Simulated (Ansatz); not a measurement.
# Geometry relaxation of InAs (part 1 of 2)

System: InAs (slab, 16 atoms in the cell).
Method: DFT PBE, scalar-relativistic, plane waves, PAW, no spin polarisation (Ansatz 0.2.0).

The structure derives from an entry of the Crystallography Open Database. The input holds or restrains some coordinates. Forces given for the steps count only the free coordinates. It belongs to a series of runs on one base structure; here: clean slab, lower planes held.

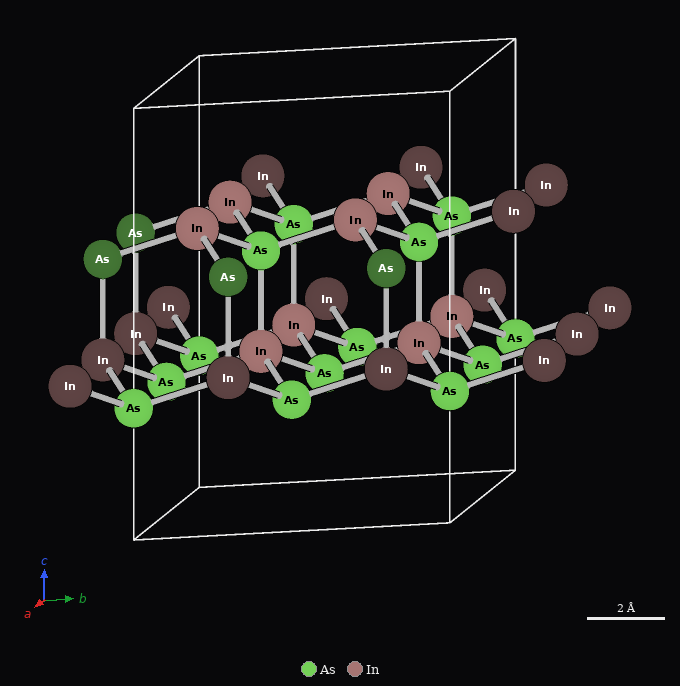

*The input geometry (ball-and-stick view of the cell of the calculation, with the vacuum cut short, seen slightly off an axis; neighbours outside the cell are drawn fainter). An atom can appear more than once, as a periodic image.*

### Input file
```yaml
crystal:
  lattice:
    - [8.7493989414, 0.0, 0.0]
    - [-4.3746994707, 7.5772017511, 0.0]
    - [0.0, 0.0, 20.4649089505]
  atoms:
    - { symbol: As, position: [0.5, 0.0, 0.3909130512] }
    - { symbol: As, position: [0.5, 0.5, 0.3909130512] }
    - { symbol: As, position: [0.0, 0.0, 0.3909130512] }
    - { symbol: As, position: [0.0, 0.5, 0.3909130512] }
    - { symbol: In, position: [0.1666666667, 0.8333333333, 0.4345478307] }
    - { symbol: In, position: [0.1666666667, 0.3333333333, 0.4345478307] }
    - { symbol: In, position: [0.6666666667, 0.8333333333, 0.4345478307] }
    - { symbol: In, position: [0.6666666667, 0.3333333333, 0.4345478307] }
    - { symbol: As, position: [0.6666666667, 0.8333333333, 0.5654521693] }
    - { symbol: As, position: [0.6666666667, 0.3333333333, 0.5654521693] }
    - { symbol: As, position: [0.1666666667, 0.8333333333, 0.5654521693] }
    - { symbol: As, position: [0.1666666667, 0.3333333333, 0.5654521693] }
    - { symbol: In, position: [0.3333333333, 0.6666666667, 0.6090869488] }
    - { symbol: In, position: [0.3333333333, 0.1666666667, 0.6090869488] }
    - { symbol: In, position: [0.8333333333, 0.6666666667, 0.6090869488] }
    - { symbol: In, position: [0.8333333333, 0.1666666667, 0.6090869488] }
basis:
  ecutwfc: 420
kpoints:
  mp_grid: { grid: [3, 3, 1] }
hamiltonian:
  xc: pbe
scf:
  occupations: { method: gaussian, width: 0.1 }
output:
  forces: true
  eigenvalues: true
  write_density: true
  write_potential: true
  elf: true
  volumetric_format: npy
relax:
  adjacent_minimum: "off"
  f_tol: 0.03
  max_steps: 70
  constraints: [{ sites: [0, 1, 2, 3, 4, 5, 6, 7] }]
efield:
  axis: 3
  dipole_correction: true
  ramp_width: 0.04
```

Run on 4 threads of Intel Xeon @ 2.50GHz (Skylake/Cascade Lake), 192 GiB of memory available, shared host.

Launched with:
```bash
ansatz run input.yaml --threads 4 --pin off --max-ram 10240MiB --backend cpu --events-out ev --progress --plain --runs-dir out
```

### Log
```
Engine: ansatz 0.2.0, x86_64-unknown-linux-gnu
Pseudopotentials: kind: paw
Pseudopotential: As, paw, valence charge 15, recommended cutoff 420 eV (normal), As.paw.azcp
Pseudopotential: In, paw, valence charge 13, recommended cutoff 420 eV (normal), In.paw.azcp
Functional definition: PBE
  parameter kappa = 0.804
  parameter beta = 0.06672455060314922
  exchange = pbe_x(kappa = kappa, mu = beta*pi^2/3)
  correlation = pbe_c(beta = beta)
Crystal: 16 atoms, lattice volume = 1356.741 Å³
Basis set: ecut = 420 eV, 26559 PW (Γ), exchange–correlation on 120×120×288 points (8 copies of the dense FFT grid, shifted against one another)
Bands: 135, of which v1, the nominal top of the filled ones, is band 112 counted from 1 (111 counted from 0)
Symmetry: 24 space group operations
Space group: P3m1 (ITA 156), of the structure as read, at distance tolerance 1.1e-4 Å
k-points: 3 of 9 (time reversal used)
Non-local potential: As, projectors of the file, l = 0: 2, l = 1: 2, l = 2: 3, l = 3: 1
Non-local potential: In, projectors of the file, l = 0: 2, l = 1: 2, l = 2: 2, l = 3: 2
PAW form: soft (Blöchl's): semilocal exchange-correlation on the pseudo side does not see the compensation charge
PAW one-centre angular grid: As, 590 points (default); XC on 64 Gauss nodes
PAW one-centre angular grid: In, 590 points (default); XC on 64 Gauss nodes
Initial density: superposition of atomic densities (neutral atoms: chi_scale 0, normalization atom), corrected by the library's trained network
Initial wavefunctions: pseudopotential atomic-orbital guess
Functional: x = pbe(κ = 0.804, μ = 0.2195149727645171), c = pbe(β = 0.06672455060314922)
SCF iter   1: F=—  HF=-83629.977680 eV  |F-HF|=—  |Δ(HF+E_count)|=         —  Δρ=2.14e-3  dr2=5.13e-1  ethr=1.77e-3  p=0.721 e·Å  D=9.62e-2 V/Å  ΔV_dip=-1.97 eV  dr2_dipole=1.31e-1  V_vac-E_F(+/−)=3.25/5.22 eV  ⟨swp⟩=6.0  Hψ=1601  notcnv=0  defer=8
efield: sawtooth ramp at fractional position 0.9800 (placed from the atoms, in the widest stretch of the axis that holds none; the zero of the levels goes with the place), width 0.0400; the density the first Hamiltonian is built on has a dipole p = 0.721 e·Å; the dipole correction subtracts the counter field D = 9.62e-2 V/Å, which shifts the + side's vacuum level by -1.97 eV against the − side's; the planar-averaged density in the ramp window peaks in size at 3.7e-6 e/Å³
preconditioner: auto → Resta (q_TF=auto, 2.021 Å⁻¹)  ε∞=1.9  [insulator: Δε(μ)=0.338 eV  Ē_g=12.992 eV  σ=0.100 eV  W_gap=0.98  n_scr=186 (ndim 8)  ℏωp=12.1 eV  f_vac=0.614  D(μ)=0.33/eV (n_scr^D=0)  ε∞_Penn≈1.9  vacuum switching on, ρ_ref=1.2e-2 e/Å³]
SCF iter   2: F=—  HF=-83630.758250 eV  |F-HF|=—  |Δ(HF+E_count)|=   7.81e-1  Δρ=9.37e-3  dr2=2.01e1  ethr=2.29e-4  p=1.119 e·Å  D=1.49e-1 V/Å  ΔV_dip=-3.05 eV  dr2_dipole=8.93e0  V_vac-E_F(+/−)=2.69/5.75 eV  ⟨swp⟩=3.0  Hψ=638  notcnv=0  defer=40  recentre
preconditioner: auto → LDOS  [insulator: Δε(μ)=0.153 eV  Ē_g=12.875 eV  σ=0.100 eV  W_gap=0.71  n_scr=186 (ndim 8)  ℏωp=12.1 eV  f_vac=0.614  D(μ)=13.01/eV (n_scr^D=50)  ε∞_Penn≈1.9  β→1.0]
SCF iter   3: F=—  HF=-83629.951026 eV  |F-HF|=—  |Δ(HF+E_count)|=   8.07e-1  Δρ=1.71e-3  dr2=3.54e-1  ethr=2.29e-4  p=0.731 e·Å  D=9.75e-2 V/Å  ΔV_dip=-2.00 eV  dr2_dipole=9.04e-2  V_vac-E_F(+/−)=3.23/5.23 eV  ⟨swp⟩=3.0  Hψ=635  notcnv=0  defer=37
SCF iter   4: F=—  HF=-83629.922704 eV  |F-HF|=—  |Δ(HF+E_count)|=   2.83e-2  Δρ=1.24e-3  dr2=8.93e-2  ethr=1.58e-4  p=0.764 e·Å  D=1.02e-1 V/Å  ΔV_dip=-2.08 eV  dr2_dipole=7.95e-3  V_vac-E_F(+/−)=3.17/5.26 eV  ⟨swp⟩=1.0  Hψ=435  notcnv=0  defer=12
SCF iter   5: F=—  HF=-83629.909561 eV  |F-HF|=—  |Δ(HF+E_count)|=   1.31e-2  Δρ=6.41e-4  dr2=4.12e-2  ethr=3.99e-5  p=0.782 e·Å  D=1.04e-1 V/Å  ΔV_dip=-2.13 eV  dr2_dipole=1.77e-2  V_vac-E_F(+/−)=3.13/5.26 eV  ⟨swp⟩=2.0  Hψ=453  notcnv=0  defer=12
SCF iter   6: F=—  HF=-83629.907316 eV  |F-HF|=—  |Δ(HF+E_count)|=   2.25e-3  Δρ=2.40e-4  dr2=2.14e-3  ethr=1.84e-5  p=0.762 e·Å  D=1.02e-1 V/Å  ΔV_dip=-2.08 eV  dr2_dipole=3.38e-4  V_vac-E_F(+/−)=3.17/5.24 eV  ⟨swp⟩=1.0  Hψ=369  notcnv=0  defer=12
SCF iter   7: F=—  HF=-83629.907230 eV  |F-HF|=—  |Δ(HF+E_count)|=   8.61e-5  Δρ=8.70e-5  dr2=2.66e-4  ethr=9.54e-7  p=0.753 e·Å  D=1.00e-1 V/Å  ΔV_dip=-2.06 eV  dr2_dipole=2.86e-6  V_vac-E_F(+/−)=3.18/5.23 eV  ⟨swp⟩=2.0  Hψ=562  notcnv=0  defer=36
SCF iter   8: F=—  HF=-83629.907202 eV  |F-HF|=—  |Δ(HF+E_count)|=   2.75e-5  Δρ=3.27e-5  dr2=1.07e-4  ethr=1.19e-7  p=0.750 e·Å  D=1.00e-1 V/Å  ΔV_dip=-2.05 eV  dr2_dipole=4.65e-5  V_vac-E_F(+/−)=3.18/5.22 eV  ⟨swp⟩=2.0  Hψ=455  notcnv=0  defer=36
SCF iter   9: F=—  HF=-83629.907199 eV  |F-HF|=—  |Δ(HF+E_count)|=   2.96e-6  Δρ=1.63e-5  dr2=6.21e-5  ethr=4.80e-8  p=0.750 e·Å  D=1.00e-1 V/Å  ΔV_dip=-2.05 eV  dr2_dipole=2.89e-5  V_vac-E_F(+/−)=3.18/5.22 eV  ⟨swp⟩=1.0  Hψ=369  notcnv=0  defer=36
SCF iter  10: F=-83629.907197 eV  HF=-83629.907197 eV  |F-HF|=8.12e-8  |Δ(HF+E_count)|=   2.50e-6  Δρ=3.41e-6  dr2=2.91e-7  ethr=1.00e-8  p=0.748 e·Å  D=9.98e-2 V/Å  ΔV_dip=-2.04 eV  dr2_dipole=8.47e-9  V_vac-E_F(+/−)=3.18/5.22 eV  ⟨swp⟩=21.7  Hψ=3621  notcnv=0
SCF 1 converged in 10 iterations: F = -83629.907197 eV  dr2 = 2.91e-7
  greatest PAW one-centre occupation: 0.999 electrons in one spin orbital (limit 2), on the As atom at site 3 (counted from 0), in its partial waves of l = 2
relax step   1: F+E_penalty+E_count = -83629.90719652 eV  Δ(F+E_penalty+E_count) = +0.000e0 eV  max|allowed force component| = 9.680e-1 eV/Å  Δτ_max = 0.0000 Å  (10 SCF iters, dr2 threshold 2.25e-5 eV, accepted)
Initial density: handed on by an earlier stage of this run
Initial wavefunctions: those handed on with the density
iter 1 solved again at ethr=2.17e-4 eV; its pass at ethr=3.10e-3 eV (dr2=4.87e-1 eV) is discarded
SCF iter   1: F=—  HF=-83630.381663 eV  |F-HF|=—  |Δ(HF+E_count)|=         —  Δρ=3.31e-3  dr2=4.85e-1  ethr=2.17e-4  p=0.748 e·Å  D=9.98e-2 V/Å  ΔV_dip=-2.04 eV  dr2_dipole=1.17e-1  V_vac-E_F(+/−)=3.25/5.29 eV  ⟨swp⟩=1.0  Hψ=1354  notcnv=0  defer=36
efield: sawtooth ramp at fractional position 0.9800 (handed on by an earlier solve), width 0.0400; the density the first Hamiltonian is built on has a dipole p = 0.748 e·Å; the dipole correction subtracts the counter field D = 9.98e-2 V/Å, which shifts the + side's vacuum level by -2.04 eV against the − side's; the planar-averaged density in the ramp window peaks in size at 1.2e-7 e/Å³
preconditioner: auto → LDOS  [insulator: Δε(μ)=0.513 eV  Ē_g=13.008 eV  σ=0.100 eV  W_gap=0.50  n_scr=186 (ndim 8)  ℏωp=12.1 eV  f_vac=0.616  D(μ)=2.55/eV (n_scr^D=2)  ε∞_Penn≈1.9  β→1.0]
SCF iter   2: F=—  HF=-83630.380347 eV  |F-HF|=—  |Δ(HF+E_count)|=   1.32e-3  Δρ=2.55e-3  dr2=4.95e-1  ethr=2.17e-4  p=0.905 e·Å  D=1.21e-1 V/Å  ΔV_dip=-2.47 eV  dr2_dipole=1.30e-1  V_vac-E_F(+/−)=3.06/5.53 eV  ⟨swp⟩=2.0  Hψ=524  notcnv=0  defer=36
SCF iter   3: F=—  HF=-83630.313622 eV  |F-HF|=—  |Δ(HF+E_count)|=   6.67e-2  Δρ=5.20e-4  dr2=1.75e-2  ethr=2.17e-4  p=0.800 e·Å  D=1.07e-1 V/Å  ΔV_dip=-2.18 eV  dr2_dipole=4.32e-3  V_vac-E_F(+/−)=3.16/5.35 eV  ⟨swp⟩=2.0  Hψ=532  notcnv=0  defer=37
SCF iter   4: F=—  HF=-83630.312250 eV  |F-HF|=—  |Δ(HF+E_count)|=   1.37e-3  Δρ=1.18e-4  dr2=6.05e-4  ethr=7.83e-6  p=0.812 e·Å  D=1.08e-1 V/Å  ΔV_dip=-2.22 eV  dr2_dipole=1.40e-4  V_vac-E_F(+/−)=3.15/5.37 eV  ⟨swp⟩=2.0  Hψ=525  notcnv=0  defer=37
SCF iter   5: F=-83630.312219 eV  HF=-83630.312223 eV  |F-HF|=3.11e-6  |Δ(HF+E_count)|=   2.74e-5  Δρ=3.19e-5  dr2=2.34e-5  ethr=2.61e-8  p=0.813 e·Å  D=1.08e-1 V/Å  ΔV_dip=-2.22 eV  dr2_dipole=3.86e-7  V_vac-E_F(+/−)=3.15/5.37 eV  ⟨swp⟩=20.0  Hψ=4189  notcnv=0
SCF 2 converged in 5 iterations: F = -83630.312219 eV  dr2 = 2.34e-5
relax step   2: F+E_penalty+E_count = -83630.31221944 eV  Δ(F+E_penalty+E_count) = -4.050e-1 eV  max|allowed force component| = 4.855e-2 eV/Å  Δτ_max = 0.1914 Å  (5 SCF iters, dr2 threshold 5.86e-5 eV, accepted)
SCF iter   1: F=—  HF=-83630.323849 eV  |F-HF|=—  |Δ(HF+E_count)|=         —  Δρ=1.57e-3  dr2=4.78e-2  ethr=5.39e-4  p=0.813 e·Å  D=1.08e-1 V/Å  ΔV_dip=-2.22 eV  dr2_dipole=7.59e-3  V_vac-E_F(+/−)=3.14/5.36 eV  ⟨swp⟩=4.0  Hψ=811  notcnv=0  defer=32
efield: sawtooth ramp at fractional position 0.9800 (handed on by an earlier solve), width 0.0400; the density the first Hamiltonian is built on has a dipole p = 0.813 e·Å; the dipole correction subtracts the counter field D = 1.08e-1 V/Å, which shifts the + side's vacuum level by -2.22 eV against the − side's; the planar-averaged density in the ramp window peaks in size at 3.4e-7 e/Å³
preconditioner: auto → LDOS  [insulator: Δε(μ)=0.340 eV  Ē_g=12.985 eV  σ=0.100 eV  W_gap=0.50  n_scr=186 (ndim 8)  ℏωp=12.1 eV  f_vac=0.611  D(μ)=2.51/eV (n_scr^D=2)  ε∞_Penn≈1.9  β→1.0]
SCF iter   2: F=—  HF=-83630.328881 eV  |F-HF|=—  |Δ(HF+E_count)|=   5.03e-3  Δρ=9.79e-4  dr2=4.73e-2  ethr=2.13e-5  p=0.789 e·Å  D=1.05e-1 V/Å  ΔV_dip=-2.15 eV  dr2_dipole=5.04e-3  V_vac-E_F(+/−)=3.20/5.35 eV  ⟨swp⟩=2.0  Hψ=702  notcnv=0  defer=37
SCF iter   3: F=—  HF=-83630.319019 eV  |F-HF|=—  |Δ(HF+E_count)|=   9.86e-3  Δρ=2.23e-4  dr2=1.66e-3  ethr=2.11e-5  p=0.807 e·Å  D=1.08e-1 V/Å  ΔV_dip=-2.20 eV  dr2_dipole=3.06e-5  V_vac-E_F(+/−)=3.15/5.35 eV  ⟨swp⟩=2.0  Hψ=582  notcnv=0  defer=37
SCF iter   4: F=—  HF=-83630.318861 eV  |F-HF|=—  |Δ(HF+E_count)|=   1.58e-4  Δρ=5.60e-5  dr2=1.19e-4  ethr=7.41e-7  p=0.811 e·Å  D=1.08e-1 V/Å  ΔV_dip=-2.21 eV  dr2_dipole=2.32e-5  V_vac-E_F(+/−)=3.14/5.36 eV  ⟨swp⟩=2.0  Hψ=585  notcnv=0  defer=37
SCF iter   5: F=—  HF=-83630.318859 eV  |F-HF|=—  |Δ(HF+E_count)|=   2.80e-6  Δρ=1.47e-5  dr2=3.75e-6  ethr=5.31e-8  p=0.810 e·Å  D=1.08e-1 V/Å  ΔV_dip=-2.21 eV  dr2_dipole=1.02e-6  V_vac-E_F(+/−)=3.14/5.35 eV  ⟨swp⟩=2.0  Hψ=525  notcnv=0  defer=37
SCF iter   6: F=—  HF=-83630.319092 eV  |F-HF|=—  |Δ(HF+E_count)|=   2.33e-4  Δρ=6.47e-6  dr2=6.88e-7  ethr=1.67e-9  p=0.811 e·Å  D=1.08e-1 V/Å  ΔV_dip=-2.21 eV  dr2_dipole=3.68e-8  V_vac-E_F(+/−)=3.14/5.36 eV  ⟨swp⟩=2.3  Hψ=597  notcnv=0  defer=37
iter 7 did not close the SCF: its close was put off until two iterations running show no level that it waits for move by more than its bar (scf_convergence_deferred on its scf_iter line)
SCF iter   7: F=-83630.319092 eV  HF=-83630.319092 eV  |F-HF|=2.96e-8  |Δ(HF+E_count)|=   2.27e-7  Δρ=1.25e-6  dr2=4.66e-8  ethr=4.46e-11  p=0.811 e·Å  D=1.08e-1 V/Å  ΔV_dip=-2.21 eV  dr2_dipole=9.90e-9  V_vac-E_F(+/−)=3.14/5.36 eV  ⟨swp⟩=16.0  Hψ=3196  notcnv=0
iter 8 did not close the SCF: its close was put off until two iterations running show no level that it waits for move by more than its bar (scf_convergence_deferred on its scf_iter line)
SCF iter   8: F=-83630.319092 eV  HF=-83630.319092 eV  |F-HF|=2.87e-9  |Δ(HF+E_count)|=   5.12e-8  Δρ=3.51e-7  dr2=9.01e-9  ethr=2.08e-11  p=0.811 e·Å  D=1.08e-1 V/Å  ΔV_dip=-2.21 eV  dr2_dipole=3.79e-9  V_vac-E_F(+/−)=3.14/5.36 eV  ⟨swp⟩=7.0  Hψ=2426  notcnv=0
SCF iter   9: F=-83630.319092 eV  HF=-83630.319092 eV  |F-HF|=1.46e-11  |Δ(HF+E_count)|=   5.73e-9  Δρ=1.46e-7  dr2=1.59e-9  ethr=4.02e-12  p=0.811 e·Å  D=1.08e-1 V/Å  ΔV_dip=-2.21 eV  dr2_dipole=5.97e-10  V_vac-E_F(+/−)=3.14/5.36 eV  ⟨swp⟩=6.7  Hψ=2291  notcnv=0
SCF 3 converged in 9 iterations: F = -83630.319092 eV  dr2 = 1.59e-9
relax step   3: F+E_penalty+E_count = -83630.31909236 eV  Δ(F+E_penalty+E_count) = -6.873e-3 eV  max|allowed force component| = 2.217e-2 eV/Å  Δτ_max = 0.0827 Å  (9 SCF iters, accepted)
```

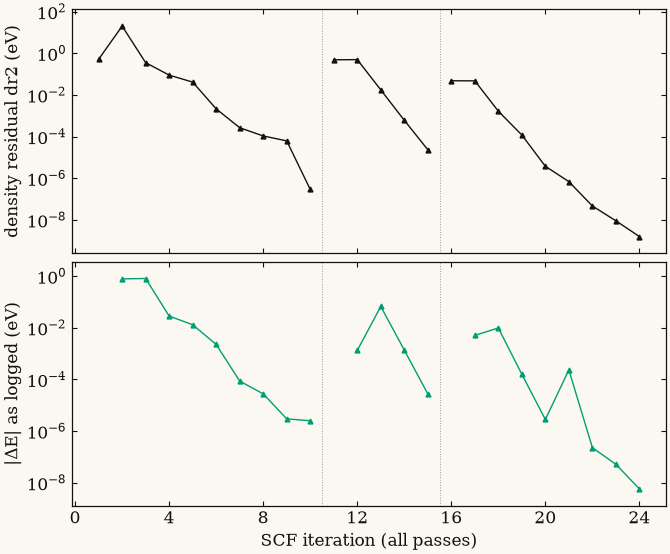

*Convergence of the self-consistent field: density residual dr2 and size of the energy change against the SCF iteration. The dotted lines part the SCF passes of the relaxation: geometry steps, rejected trials and re-solves on a re-selected basis.*

The passes take 10, 5 and 9 iterations.

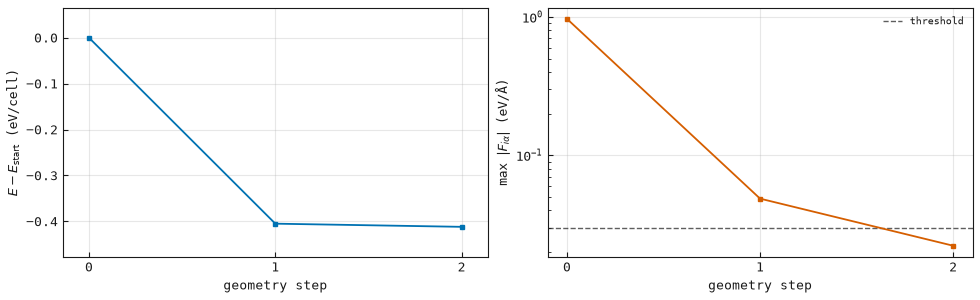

*Progress of the restrained relaxation, step by step (the first geometry is step 0 here and step 1 in the log).*

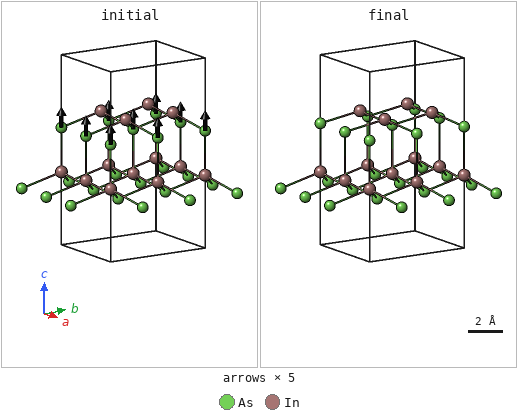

*Before (left) and after (right) the restrained relaxation, at one scale (ball-and-stick view of the cell of the calculation, with the vacuum cut short (origin shifted), with bonded neighbours outside it, seen slightly off an axis). The black arrows give the displacements, magnified 5 times.*

The largest moves, 0.25 Å, are those of As9, As10, As11 and As12. By element the largest moves are As 0.25 Å, In 0.01 Å. The cell doesn't change. Among the contacts that change: In5–As11 2.679 → 2.930 Å, As10–In14 2.679 → 2.608 Å. Among the angles that change: In8–As10–In14 109.5° → 104.5°, In14–As10–In15 109.5° → 114.0°, As9–In13–As11 109.5° → 114.0°. After 2 geometry steps the energy has fallen by 0.412 eV per cell of the calculation. Largest force component: 0.97 eV/Å at the start, 0.022 eV/Å at the end. (Atoms are counted from 1 in the order of the input.)

```
SCF converged after 9 iterations
Free energy (F): -83630.319092 eV
Harris-Foulkes:  -83630.319092 eV  (|F-HF|=1.46e-11)
Internal energy: -83630.306553 eV  (E = F + TS)
E sigma→0 (E₀):  -83630.312823 eV
Entropy (-TS):   -0.012540 eV (-0.784 meV/atom)
Fermi energy:    -0.211409 eV
Dipole field:    D = 0.108168 V/Å  (p = 0.811021 e·Å, saw-weighted, corrected)
Work function:   Φ+ = 3.1415 eV   Φ− = 5.3552 eV
Levels:          The Fermi level and band energies are counted from a zero that moves with the ramp; work functions are not
--- Per-component energies (eV) ---
  E_band       = -4347.799764
  E_kinetic    = 2750.656972
  E_local      = -132259.090841  (includes V_loc(G=0)·N_el)
  E_nonlocal   = -2432.138373
  E_hartree    = 64783.419608
  E_xc         = -2347.702972
  E_vxc        = -1415.694702  (∫ρ·V_xc dr)
  E_paw        = -47912.498303  (= ΣΔE_a)
  E_vpaw       = -557.546616  (= ΣTr[D̂ρ^β])
  E_aug_tail   = 0.000275  (compensation charges beyond the density's cutoff)
  E_efield     = 0.043863  (sawtooth field / dipole correction)
  E_vefield    = -0.825582  (∫n·V_field dr)
  E_ewald      = 33787.003220
  E_smearing   = -0.012540  (= −TS)
  E_closure    = 0.000000  (closes the sum)
  Σ components = -83630.319092   (vs F -83630.319092, Δ=0.00e0)
```
